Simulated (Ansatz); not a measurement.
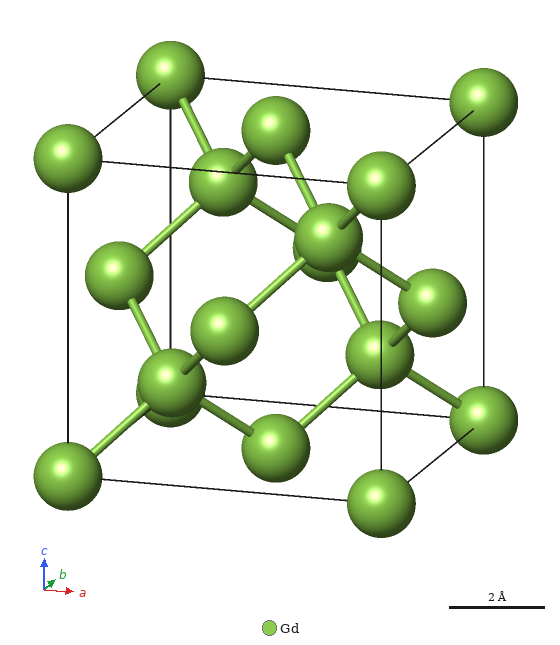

Reference structure: solid Gd (a generated structure, set up in Fd-3m). The picture is a ball-and-stick view of the conventional cell (4 times the calculation's cell), seen slightly off an axis. Lengths and directions refer to the drawn axes.

All numbers below come from Ansatz, DFT, PBE, all-electron PAW with datasets made for the crystal, scalar-relativistic. (plane-wave cutoff 260 eV; k-point mesh 9 × 9 × 9; occupations fermi dirac; smearing width 0.03 eV; collinear spin)

Change: All lengths are scaled by +2.0 % (volume +6.0 %), the atoms keeping their fractional coordinates. No relaxation follows.

Question: Predict the response.

Answer: The energy rises by 3.3 meV per atom. Pressure: 0.0 GPa before, −0.3 GPa after. All forces vanish by symmetry. The absolute magnetisation per cell goes from 15.33 to 15.54 μB (net moment 15.32 and 15.53 μB). Near-neighbour distances before and after: Gd–Gd 3.027 → 3.086 Å. The space group stays Fd-3m (No. 227).

The changed structure in the same view:

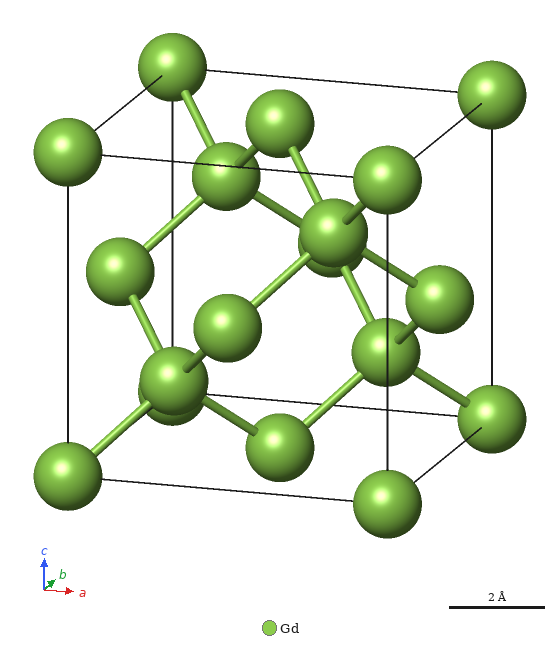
